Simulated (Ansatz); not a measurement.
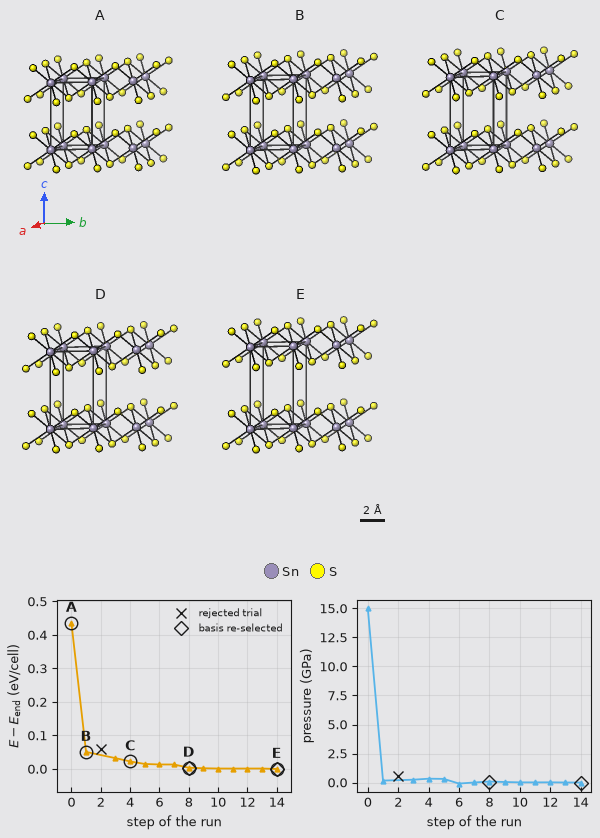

Frames of a relaxation of solid SnS$_{2}$ (a generated structure, set up in P-3m1), marked on the history of the run. A ball-and-stick model of the cell of the calculation, repeated 1 × 2 × 1 with one cell outlined, seen slightly off an axis.

Case: cell and atoms relaxed from a first guess.

All numbers below come from Ansatz, DFT, PBE, PAW with Ansatz's default frozen-core files, scalar-relativistic. (plane-wave cutoff 420 eV; k-point mesh 12 × 12 × 7; occupations fermi dirac; smearing width 0.05 eV; no spin polarisation; cell and atoms relaxed; force threshold 0.005 eV/Å; at most 80 steps)

**What happens along the run?**

The largest moves relative to the cell, 0.25 Å, are those of S atoms. Sn stays in place. Cell: a = b 3.534 → 3.702 Å (+4.8 %), c 5.655 → 6.925 Å (+22.5 %). Volume +34.4 %. Among the contacts that change: S–Sn 2.482 → 2.599 Å. The space group stays P-3m1 (No. 164). Over 11 accepted moves (14 points after the start) the energy falls by 0.436 eV per cell of the calculation. The largest force component goes from 1.4 to 0.0024 eV/Å. The pressure goes from 15.02 to 0.00 GPa. The line search rejected the trial step at point 2 of the run. The SCF was repeated twice at an unchanged geometry on a basis and grid sized afresh for the cell, which shifted the energy by 9.7 meV per cell of the calculation at most. Cost: 110 s on 1 thread of Arm Neoverse V1 (shared host), peak memory 0.43 GiB. From step 0 to 1: S atoms move most (0.02 Å), volume +14.6 %, energy −0.385 eV per cell of the calculation. From step 1 to 4: S atoms move most (0.09 Å), volume +4.9 %, energy −28.3 meV per cell of the calculation. From step 4 to 8: S atoms move most (0.08 Å), volume +5.4 %, energy −18.9 meV per cell of the calculation. From step 8 to 14: S atoms move most (0.09 Å), volume +6.1 %, energy −3.6 meV per cell of the calculation.

```json
{"step": "0", "E − E(0), meV/atom": "0.00", "largest force component, eV/Å": "1.3951", "pressure, GPa": "15.02", "volume, Å³/atom": "20.393", "note": ""}
{"step": "1", "E − E(0), meV/atom": "-128.42", "largest force component, eV/Å": "0.2356", "pressure, GPa": "0.17", "volume, Å³/atom": "23.371", "note": ""}
{"step": "2", "E − E(0), meV/atom": "-125.24", "largest force component, eV/Å": "0.4608", "pressure, GPa": "0.60", "volume, Å³/atom": "25.224", "note": "rejected"}
{"step": "3", "E − E(0), meV/atom": "-134.59", "largest force component, eV/Å": "0.0410", "pressure, GPa": "0.24", "volume, Å³/atom": "23.998", "note": ""}
{"step": "4", "E − E(0), meV/atom": "-137.85", "largest force component, eV/Å": "0.0314", "pressure, GPa": "0.33", "volume, Å³/atom": "24.513", "note": ""}
{"step": "5", "E − E(0), meV/atom": "-140.39", "largest force component, eV/Å": "0.0522", "pressure, GPa": "0.31", "volume, Å³/atom": "25.235", "note": ""}
{"step": "6", "E − E(0), meV/atom": "-140.90", "largest force component, eV/Å": "0.0162", "pressure, GPa": "-0.09", "volume, Å³/atom": "25.855", "note": ""}
{"step": "7", "E − E(0), meV/atom": "-140.92", "largest force component, eV/Å": "0.0008", "pressure, GPa": "0.01", "volume, Å³/atom": "25.830", "note": ""}
{"step": "8", "E − E(0), meV/atom": "-144.17", "largest force component, eV/Å": "0.0053", "pressure, GPa": "0.08", "volume, Å³/atom": "25.830", "note": "same geometry, new basis"}
{"step": "9", "E − E(0), meV/atom": "-144.66", "largest force component, eV/Å": "0.0012", "pressure, GPa": "0.05", "volume, Å³/atom": "26.265", "note": ""}
{"step": "10", "E − E(0), meV/atom": "-144.93", "largest force component, eV/Å": "0.0034", "pressure, GPa": "0.02", "volume, Å³/atom": "26.759", "note": ""}
{"step": "11", "E − E(0), meV/atom": "-144.97", "largest force component, eV/Å": "0.0020", "pressure, GPa": "0.01", "volume, Å³/atom": "26.970", "note": ""}
{"step": "12", "E − E(0), meV/atom": "-144.94", "largest force component, eV/Å": "0.0049", "pressure, GPa": "0.02", "volume, Å³/atom": "27.346", "note": ""}
{"step": "13", "E − E(0), meV/atom": "-144.93", "largest force component, eV/Å": "0.0015", "pressure, GPa": "0.00", "volume, Å³/atom": "27.403", "note": ""}
{"step": "14", "E − E(0), meV/atom": "-145.36", "largest force component, eV/Å": "0.0024", "pressure, GPa": "0.00", "volume, Å³/atom": "27.403", "note": "same geometry, new basis"}
```
